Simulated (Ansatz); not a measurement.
# Geometry relaxation of Sr$_{4}$Ti$_{4}$O$_{11}$ (charge +2) (part 2 of 2)

Sr$_{4}$Ti$_{4}$O$_{11}$ (defect cell, 19 atoms in the cell, total charge +2); DFT r2SCAN, scalar-relativistic, plane waves, PAW, no spin polarisation (Ansatz 0.2.0); cutoff 500 eV, 2×2×2 k-mesh, Gaussian smearing of 0.02 eV. The structure derives from a Materials Project entry. It belongs to a series of runs on one base structure; here: O after trading places with the vacancy, charge +2, atoms relaxed.

Geometry of the input (Å; fractional positions):
```
-3.9073  3.9073  3.9073
3.9073  -3.9073  3.9073
3.9073  3.9073  -3.9073
Sr 0.5000  0.0000  0.5000
Sr 0.0000  0.5000  0.5000
Sr 0.0000  0.0000  0.0000
Sr 0.5000  0.5000  0.0000
Ti 0.5000  0.5000  0.5000
Ti -0.0000  -0.0000  0.5000
Ti 0.0000  0.5000  -0.0000
Ti 0.5000  0.0000  0.0000
O  0.2500  0.2500  0.5000
O  0.2500  -0.0000  0.7500
O  0.2500  0.5000  0.2500
O  0.7500  0.0000  0.2500
O  0.7500  0.7500  0.5000
O  0.7500  0.2500  0.0000
O  0.2500  0.7500  -0.0000
O  0.5000  0.2500  0.2500
O  0.0000  0.7500  0.2500
O  -0.0000  0.2500  0.7500
O  0.5000  0.7500  0.7500
```

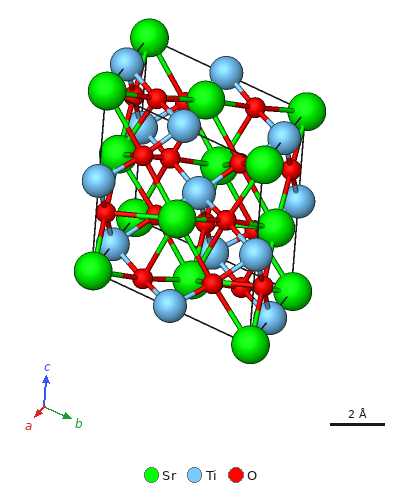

The geometry at step 4 of the log (ball-and-stick view of the cell of the calculation, seen slightly off an axis).

```
SCF converged after 2 iterations
Free energy (F): -30550.706061 eV
Harris-Foulkes:  -30550.706061 eV  (|F-HF|=3.57e-9)
Internal energy: -30550.706061 eV  (E = F + TS)
E sigma→0 (E₀):  -30550.706061 eV
Fermi energy:    10.514273 eV
--- Per-component energies (eV) ---
  E_band       = -1043.053997
  E_kinetic    = 3990.781292
  E_local      = -9583.760510  (includes V_loc(G=0)·N_el)
  E_nonlocal   = 1324.927696
  E_hartree    = 3372.836865
  E_xc         = -1831.190079
  E_vxc        = -2401.031186  (∫ρ·V_xc dr)
  E_paw        = -16833.045210  (= ΣΔE_a)
  E_vpaw       = -1268.213684  (= ΣTr[D̂ρ^β])
  E_aug_tail   = 0.011640  (compensation charges beyond the density's cutoff)
  E_vtau       = 148.555371  (kinetic-family band-sum trace: ∫τ·v_τ [+ j·A + Jᵃ·Aᵃ] dr)
  E_ewald      = -10989.318431
  E_core_change = -1.949325  (= ΣΔE_core)
  E_smearing   = -0.000000  (= −TS)
  E_closure    = -0.000000  (closes the sum)
  E_deformation_potential = 40.312533  (in the stress; not in F)
  Σ components = -30550.706061   (vs F -30550.706061, Δ=0.00e0)
--- Forces (eV/Å), atoms counted from 1 ---
  atom   1  Sr    -0.01533728     0.00000000    -0.01533728
  atom   2  Sr    -0.01533728     0.00000000     0.01533728
  atom   3  Sr     0.01533728     0.00000000     0.01533728
  atom   4  Sr     0.01533728     0.00000000    -0.01533728
  atom   5  Ti     0.00000000    -0.01810422     0.00000000
  atom   6  Ti     0.00000000     0.00000000     0.00000000
  atom   7  Ti     0.00000000     0.01810422     0.00000000
  atom   8  Ti     0.00000000     0.00000000    -0.00000000
  atom   9  O      0.00000000    -0.00123216     0.01204541
  atom  10  O     -0.00000000    -0.00000000     0.00000000
  atom  11  O     -0.00000000    -0.00000000    -0.00000000
  atom  12  O      0.00000000    -0.00000000     0.00000000
  atom  13  O     -0.00000000    -0.00123216    -0.01204541
  atom  14  O      0.00000000     0.00123216     0.01204541
  atom  15  O      0.00000000     0.00123216    -0.01204541
  atom  16  O      0.01204541    -0.00123216     0.00000000
  atom  17  O     -0.01204541     0.00123216    -0.00000000
  atom  18  O      0.01204541     0.00123216    -0.00000000
  atom  19  O     -0.01204541    -0.00123216     0.00000000
  max |Σ_I F_I| component: 6.94e-18 eV/Å
--- Band table (eV) ---
  k-point 0: bands = ["-49.5491", "-49.5491", "-49.4560", "-49.4541", "-24.9596", "-24.8626", "-24.7245", "-24.7245", "-24.7152", "-24.7148", "-24.7110", "-24.7109", "-24.6297", "-24.6297", "-24.6219", "-24.6219", "-23.9975", "-23.9968", "-23.9953", "-23.9953", "-9.5706", "-8.5576", "-8.5576", "-8.5359", "-8.4741", "-8.0525", "-7.9811", "-7.9811", "-7.9592", "-7.8354", "-7.8354", "-5.5748", "-5.5000", "-5.5000", "-5.4712", "-5.4301", "-5.3475", "-5.3475", "-5.3139", "-5.2046", "-5.1222", "-5.0563", "-5.0563", "4.5580", "5.1641", "5.1641", "5.2839", "5.5883", "5.6766", "5.6809", "5.6809", "5.8699", "6.0392", "6.0392", "6.0597", "6.1331", "6.1331", "6.2640", "6.4726", "6.5784", "6.6472", "6.7231", "6.7231", "6.8030", "7.2087", "7.2087", "8.0393", "8.1011", "8.1011", "8.2173", "8.5049", "8.5429", "8.5429", "8.5720", "8.7381", "8.8820", "12.3224", "12.3766", "12.3766", "12.6981", "12.8364", "12.8511", "12.8511", "12.9783", "13.1852", "13.2119", "13.4002", "13.4002", "13.7293", "13.8964", "15.6463", "15.6463", "15.9554", "15.9554", "16.4284"]
  k-point 1: bands = ["-49.5497", "-49.5484", "-49.4561", "-49.4540", "-24.9632", "-24.8587", "-24.7623", "-24.7319", "-24.7221", "-24.7169", "-24.7096", "-24.6857", "-24.6306", "-24.6209", "-24.6144", "-24.6081", "-24.0138", "-23.9952", "-23.9930", "-23.9836", "-9.5810", "-8.8639", "-8.8076", "-8.4681", "-8.0690", "-8.0471", "-7.9648", "-7.9292", "-7.9272", "-7.9034", "-7.7164", "-5.6231", "-5.5760", "-5.4450", "-5.3960", "-5.3520", "-5.3370", "-5.2953", "-5.2693", "-5.2629", "-5.2501", "-5.0760", "-5.0357", "4.5911", "4.8672", "5.0063", "5.0289", "5.0808", "5.1615", "5.5375", "5.5869", "5.8058", "5.9739", "6.0475", "6.0565", "6.0987", "6.2470", "6.4937", "6.6052", "6.6791", "6.9336", "6.9977", "7.1549", "7.6498", "7.6797", "7.7198", "7.8777", "7.9091", "7.9789", "8.0124", "8.0924", "8.4585", "8.4758", "8.7645", "8.8046", "9.0137", "11.8541", "12.0928", "12.2862", "12.5018", "12.5266", "12.6106", "13.1729", "13.2346", "13.3655", "13.5704", "13.6366", "13.6881", "13.8735", "14.0761", "14.6560", "15.0403", "15.5063", "15.9251", "16.3394"]
  k-point 2: bands = ["-49.5491", "-49.5491", "-49.4560", "-49.4541", "-24.9598", "-24.8625", "-24.7313", "-24.7313", "-24.7262", "-24.7228", "-24.7228", "-24.7225", "-24.6133", "-24.6133", "-24.6090", "-24.6090", "-24.0161", "-23.9932", "-23.9932", "-23.9834", "-9.5876", "-8.9537", "-8.7397", "-8.5169", "-8.0501", "-7.9410", "-7.9410", "-7.9064", "-7.8934", "-7.8934", "-7.8616", "-5.4846", "-5.4846", "-5.4612", "-5.4523", "-5.3801", "-5.3660", "-5.3660", "-5.3047", "-5.2187", "-5.2187", "-5.1237", "-5.0371", "4.5582", "4.8643", "4.9883", "5.0747", "5.1077", "5.1077", "5.1849", "5.3416", "5.9912", "6.0092", "6.0527", "6.0527", "6.4998", "6.4998", "6.6354", "6.6479", "6.6479", "6.9397", "7.1617", "7.1689", "7.1689", "7.3346", "7.5862", "7.6617", "7.6617", "7.9112", "8.3370", "8.3370", "8.3572", "8.3572", "8.9371", "8.9371", "9.3625", "11.6661", "12.2422", "12.2422", "12.9662", "12.9880", "12.9880", "13.1935", "13.2284", "13.2284", "13.4540", "13.5494", "13.8072", "13.8072", "13.9505", "13.9558", "14.8214", "14.8459", "15.6382", "16.4701"]
--- Relaxed structure (6 steps of the walk, 6 accepted, 0 SCFs on fresh bases) ---
  F+E_penalty+E_count = -30550.70606143 eV   max|allowed force component| = 1.809e-2 eV/Å
  atoms:
    - { symbol: Sr, position: [0.4991024804550598, -0.0017950390898804542, 0.4991024804550598] }
    - { symbol: Sr, position: [0.0008975195449402296, 0.5, 0.4991024804550598] }
    - { symbol: Sr, position: [0.0008975195449402252, 0.0017950390898804542, 0.0008975195449402287] }
    - { symbol: Sr, position: [0.4991024804550598, 0.5, 0.0008975195449402279] }
    - { symbol: Ti, position: [0.48367827926477747, 0.5, 0.48367827926477747] }
    - { symbol: Ti, position: [0.0, 0.0, 0.5] }
    - { symbol: Ti, position: [0.01632172073522256, 0.5, 0.01632172073522256] }
    - { symbol: Ti, position: [0.5, 0.0, 0.0] }
    - { symbol: O, position: [0.2747493184789069, 0.25624590833886374, 0.5185034101400432] }
    - { symbol: O, position: [0.25, 0.0, 0.75] }
    - { symbol: O, position: [0.24999999999999997, 0.5, 0.25] }
    - { symbol: O, position: [0.75, 0.0, 0.25] }
    - { symbol: O, position: [0.7622575018011793, 0.7437540916611363, 0.5185034101400432] }
    - { symbol: O, position: [0.7377424981988205, 0.25624590833886374, -0.018503410140043114] }
    - { symbol: O, position: [0.22525068152109318, 0.7437540916611363, -0.018503410140043114] }
    - { symbol: O, position: [0.5185034101400431, 0.2562459083388637, 0.2747493184789069] }
    - { symbol: O, position: [-0.018503410140043114, 0.7437540916611363, 0.22525068152109318] }
    - { symbol: O, position: [-0.018503410140043114, 0.25624590833886374, 0.7377424981988205] }
    - { symbol: O, position: [0.5185034101400431, 0.7437540916611362, 0.7622575018011793] }
```

## Trajectory as extended XYZ (Å, eV, eV/Å), 6 frames, from step=1 to step=6
```
19
Lattice="-3.9073 3.9073 3.9073 3.9073 -3.9073 3.9073 3.9073 3.9073 -3.9073" Properties=species:S:1:pos:R:3:forces:R:3 step=1 energy=-30549.07855
Sr    0.0000    3.9073    0.0000   -0.8327   0.0000  -0.8327
Sr    3.9073    0.0000    0.0000   -0.8327   0.0000   0.8327
Sr    0.0000    0.0000    0.0000    0.8327   0.0000   0.8327
Sr    0.0000    0.0000    3.9073    0.8327   0.0000  -0.8327
Ti    1.9536    1.9536    1.9536    0.0000  -5.1396   0.0000
Ti    1.9536    1.9536   -1.9536    0.0000   0.0000   0.0000
Ti    1.9536   -1.9536    1.9536    0.0000   5.1396   0.0000
Ti   -1.9536    1.9536    1.9536    0.0000   0.0000   0.0000
O     1.9536    1.9536    0.0000    0.0000   1.0617   1.3780
O     1.9536    3.9073   -1.9536    0.0000   0.0000   0.0000
O     1.9536    0.0000    1.9536    0.0000   0.0000   0.0000
O    -1.9536    3.9073    1.9536    0.0000   0.0000   0.0000
O     1.9536    1.9536    3.9073    0.0000   1.0617  -1.3780
O    -1.9536    1.9536    3.9073    0.0000  -1.0617   1.3780
O     1.9536   -1.9536    3.9073    0.0000  -1.0617  -1.3780
O     0.0000    1.9536    1.9536    1.3780   1.0617   0.0000
O     3.9073   -1.9536    1.9536   -1.3780  -1.0617   0.0000
O     3.9073    1.9536   -1.9536    1.3780  -1.0617   0.0000
O     3.9073    1.9536    1.9536   -1.3780   1.0617   0.0000
19
Lattice="-3.9073 3.9073 3.9073 3.9073 -3.9073 3.9073 3.9073 3.9073 -3.9073" Properties=species:S:1:pos:R:3:forces:R:3 step=2 energy=-30550.07158
Sr   -0.1379    3.9073   -0.1379    1.0740   0.0000   1.0740
Sr    3.7694    0.0000    0.1379    1.0740   0.0000  -1.0740
Sr    0.1379    0.0000    0.1379   -1.0740   0.0000  -1.0740
Sr    0.1379    0.0000    3.7694   -1.0740   0.0000   1.0740
Ti    1.9536    1.8426    1.9536    0.0000   0.9237   0.0000
Ti    1.9536    1.9536   -1.9536    0.0000   0.0000   0.0000
Ti    1.9536   -1.8426    1.9536    0.0000  -0.9237   0.0000
Ti   -1.9536    1.9536    1.9536    0.0000   0.0000   0.0000
O     1.9536    2.0280    0.0253    0.0000   0.1501   0.7457
O     1.9536    3.9073   -1.9536    0.0000   0.0000   0.0000
O     1.9536    0.0000    1.9536    0.0000   0.0000   0.0000
O    -1.9536    3.9073    1.9536    0.0000   0.0000   0.0000
O     1.9536    2.0280    3.8820    0.0000   0.1501  -0.7457
O    -1.9536    1.8793    3.9325    0.0000  -0.1501   0.7457
O     1.9536   -2.0280    3.8820    0.0000  -0.1501  -0.7457
O     0.0253    2.0280    1.9536    0.7457   0.1501   0.0000
O     3.8820   -2.0280    1.9536   -0.7457  -0.1501   0.0000
O     3.9325    1.8793   -1.9536    0.7457  -0.1501   0.0000
O     3.8820    2.0280    1.9536   -0.7457   0.1501   0.0000
19
Lattice="-3.9073 3.9073 3.9073 3.9073 -3.9073 3.9073 3.9073 3.9073 -3.9073" Properties=species:S:1:pos:R:3:forces:R:3 step=3 energy=-30550.44820
Sr   -0.0815    3.9073   -0.0815    0.4203   0.0000   0.4203
Sr    3.8258    0.0000    0.0815    0.4203   0.0000  -0.4203
Sr    0.0815    0.0000    0.0815   -0.4203   0.0000  -0.4203
Sr    0.0815    0.0000    3.8258   -0.4203   0.0000   0.4203
Ti    1.9536    1.8543    1.9536    0.0000  -0.5881   0.0000
Ti    1.9536    1.9536   -1.9536    0.0000   0.0000   0.0000
Ti    1.9536   -1.8543    1.9536    0.0000   0.5881   0.0000
Ti   -1.9536    1.9536    1.9536    0.0000   0.0000   0.0000
O     1.9536    2.0229    0.0381    0.0000   0.3562   0.2084
O     1.9536    3.9073   -1.9536    0.0000   0.0000   0.0000
O     1.9536    0.0000    1.9536    0.0000   0.0000   0.0000
O    -1.9536    3.9073    1.9536    0.0000   0.0000   0.0000
O     1.9536    2.0229    3.8692    0.0000   0.3562  -0.2084
O    -1.9536    1.8843    3.9454    0.0000  -0.3562   0.2084
O     1.9536   -2.0229    3.8692    0.0000  -0.3562  -0.2084
O     0.0381    2.0229    1.9536    0.2084   0.3562   0.0000
O     3.8692   -2.0229    1.9536   -0.2084  -0.3562   0.0000
O     3.9454    1.8843   -1.9536    0.2084  -0.3562   0.0000
O     3.8692    2.0229    1.9536   -0.2084   0.3562   0.0000
19
Lattice="-3.9073 3.9073 3.9073 3.9073 -3.9073 3.9073 3.9073 3.9073 -3.9073" Properties=species:S:1:pos:R:3:forces:R:3 step=4 energy=-30550.66598
Sr   -0.0399    3.9073   -0.0399    0.1744   0.0000   0.1744
Sr    3.8674    0.0000    0.0399    0.1744   0.0000  -0.1744
Sr    0.0399    0.0000    0.0399   -0.1744   0.0000  -0.1744
Sr    0.0399    0.0000    3.8674   -0.1744   0.0000   0.1744
Ti    1.9536    1.8436    1.9536    0.0000  -0.3649   0.0000
Ti    1.9536    1.9536   -1.9536    0.0000   0.0000   0.0000
Ti    1.9536   -1.8436    1.9536    0.0000   0.3649   0.0000
Ti   -1.9536    1.9536    1.9536    0.0000   0.0000   0.0000
O     1.9536    2.0753    0.0454    0.0000   0.1252   0.0503
O     1.9536    3.9073   -1.9536    0.0000   0.0000   0.0000
O     1.9536    0.0000    1.9536    0.0000   0.0000   0.0000
O    -1.9536    3.9073    1.9536    0.0000   0.0000   0.0000
O     1.9536    2.0753    3.8618    0.0000   0.1252  -0.0503
O    -1.9536    1.8320    3.9527    0.0000  -0.1252   0.0503
O     1.9536   -2.0753    3.8618    0.0000  -0.1252  -0.0503
O     0.0454    2.0753    1.9536    0.0503   0.1252   0.0000
O     3.8618   -2.0753    1.9536   -0.0503  -0.1252   0.0000
O     3.9527    1.8320   -1.9536    0.0503  -0.1252   0.0000
O     3.8618    2.0753    1.9536   -0.0503   0.1252   0.0000
19
Lattice="-3.9073 3.9073 3.9073 3.9073 -3.9073 3.9073 3.9073 3.9073 -3.9073" Properties=species:S:1:pos:R:3:forces:R:3 step=5 energy=-30550.70606
Sr   -0.0070    3.9073   -0.0070   -0.0143   0.0000  -0.0143
Sr    3.9003    0.0000    0.0070   -0.0143   0.0000   0.0143
Sr    0.0070    0.0000    0.0070    0.0143   0.0000   0.0143
Sr    0.0070    0.0000    3.9003    0.0143   0.0000  -0.0143
Ti    1.9536    1.8261    1.9536    0.0000  -0.0176   0.0000
Ti    1.9536    1.9536   -1.9536    0.0000   0.0000   0.0000
Ti    1.9536   -1.8261    1.9536    0.0000   0.0176   0.0000
Ti   -1.9536    1.9536    1.9536    0.0000   0.0000   0.0000
O     1.9536    2.0982    0.0488    0.0000  -0.0012   0.0118
O     1.9536    3.9073   -1.9536    0.0000   0.0000   0.0000
O     1.9536    0.0000    1.9536    0.0000   0.0000   0.0000
O    -1.9536    3.9073    1.9536    0.0000   0.0000   0.0000
O     1.9536    2.0982    3.8585    0.0000  -0.0012  -0.0118
O    -1.9536    1.8090    3.9561    0.0000   0.0012   0.0118
O     1.9536   -2.0982    3.8585    0.0000   0.0012  -0.0118
O     0.0488    2.0982    1.9536    0.0118  -0.0012   0.0000
O     3.8585   -2.0982    1.9536   -0.0118   0.0012   0.0000
O     3.9561    1.8090   -1.9536    0.0118   0.0012   0.0000
O     3.8585    2.0982    1.9536   -0.0118  -0.0012   0.0000
19
Lattice="-3.9073 3.9073 3.9073 3.9073 -3.9073 3.9073 3.9073 3.9073 -3.9073" Properties=species:S:1:pos:R:3:forces:R:3 step=6 energy=-30550.70606
Sr   -0.0070    3.9073   -0.0070   -0.0153   0.0000  -0.0153
Sr    3.9003    0.0000    0.0070   -0.0153   0.0000   0.0153
Sr    0.0070    0.0000    0.0070    0.0153   0.0000   0.0153
Sr    0.0070    0.0000    3.9003    0.0153   0.0000  -0.0153
Ti    1.9536    1.8261    1.9536    0.0000  -0.0181   0.0000
Ti    1.9536    1.9536   -1.9536    0.0000   0.0000   0.0000
Ti    1.9536   -1.8261    1.9536    0.0000   0.0181   0.0000
Ti   -1.9536    1.9536    1.9536    0.0000   0.0000   0.0000
O     1.9536    2.0982    0.0488    0.0000  -0.0012   0.0120
O     1.9536    3.9073   -1.9536    0.0000   0.0000   0.0000
O     1.9536    0.0000    1.9536    0.0000   0.0000   0.0000
O    -1.9536    3.9073    1.9536    0.0000   0.0000   0.0000
O     1.9536    2.0982    3.8585    0.0000  -0.0012  -0.0120
O    -1.9536    1.8090    3.9561    0.0000   0.0012   0.0120
O     1.9536   -2.0982    3.8585    0.0000   0.0012  -0.0120
O     0.0488    2.0982    1.9536    0.0120  -0.0012   0.0000
O     3.8585   -2.0982    1.9536   -0.0120   0.0012   0.0000
O     3.9561    1.8090   -1.9536    0.0120   0.0012   0.0000
O     3.8585    2.0982    1.9536   -0.0120  -0.0012   0.0000
```

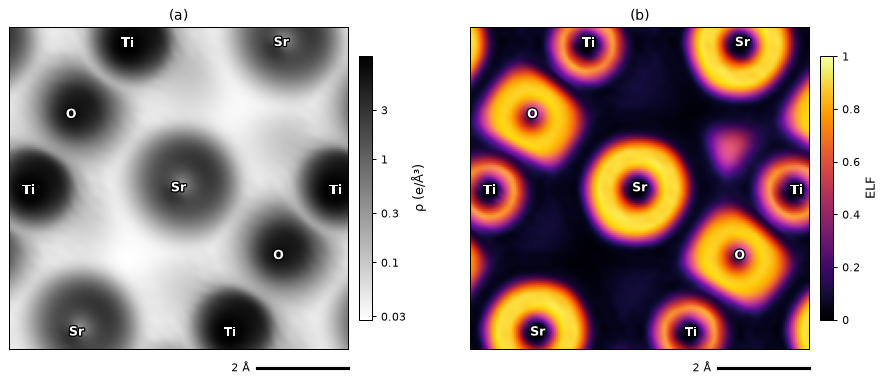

(a) valence pseudo-density; (b) electron localisation function on the (100) plane of the calculation cell. Atoms in the plane: Sr, Ti and O. Sr–O (2.67 Å): ρ at the midpoint is about 0.17 e/Å³; the ELF is about 0.05 at the midpoint, as expected for a contact without a shared pair. Ti–O (1.92 Å): the density is about 0.76 e/Å³ at the midpoint; the ELF is about 0.20 at the midpoint. Ti–O (2.01 Å): the density is about 0.61 e/Å³ at the midpoint; the ELF is about 0.20 at the midpoint. Sr–O (2.86 Å): ρ at the midpoint is about 0.11 e/Å³; the ELF is about 0.05 at the midpoint, which marks a contact without a shared pair. Away from the nuclei the density in this plane falls to 0.03 e/Å³ at its lowest. The strong features right at Sr and Ti lie inside the PAW spheres (semicore, d or f shells) and say nothing about bonding. In a PAW calculation such maps are meaningful between the atoms, not at the nuclei.

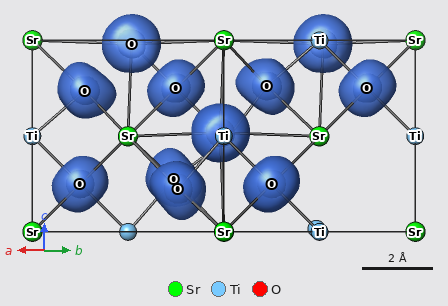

Isosurface of the electron localisation function at 0.75 (blue), seen along [110]. Only the valence region is drawn (cores and ρ < 0.01 e/Å³ removed). Sticks mark near contacts. The outline is the calculation cell. Along the contacts the grid gives the following. Ti–O (1.83 Å): the ELF is about 0.25 at the midpoint. Sr–O (2.67 Å): the ELF is about 0.05 at the midpoint (a contact without a shared pair).

## Summary

- outcome: converged
- electrons treated: 152
- free energy: −30550.7061 eV
- Fermi energy: 10.514 eV
- gap on the k-point mesh: 2.30 eV
- final volume: 238.61 Å³
- largest force (length of the vector) at the end: 0.022 eV/Å
- hardware: 8 threads of AMD EPYC (Zen 3), 189 GiB of memory available, shared host
- wall time: 57 s (CPU time 4 min)
- peak memory: 1.1 GiB
